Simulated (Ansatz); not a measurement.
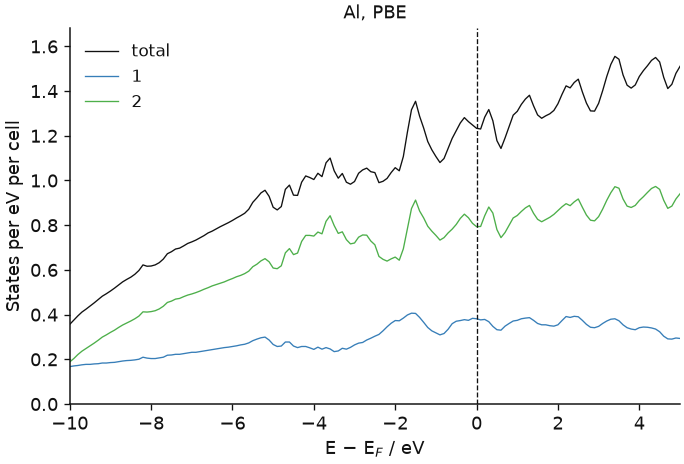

Density of states. Energies are counted from the Fermi level. The partial curves are projected on Löwdin-orthogonalised atomic shells.

System: Al, space group P-1 (No. 2), 3 atoms in the cell.

Computed with Ansatz: DFT PBE, scalar-relativistic, plane waves, PAW, no spin polarisation, 18×18×8 k mesh, 420 eV cutoff.

Q: The numbered curves are projections. Which is which? The candidates: Al 3p, Al 3s.

A: 1 is Al 3s; 2 is Al 3p.

Q: Metal or insulator, and how many states lie at the Fermi level?

A: It is a metal. The density of states at the Fermi level is about 1.3 per eV and cell (mean within 0.25 eV), or 0.42 per atom.

The structure is an invented one, so it need not be a known or stable phase.
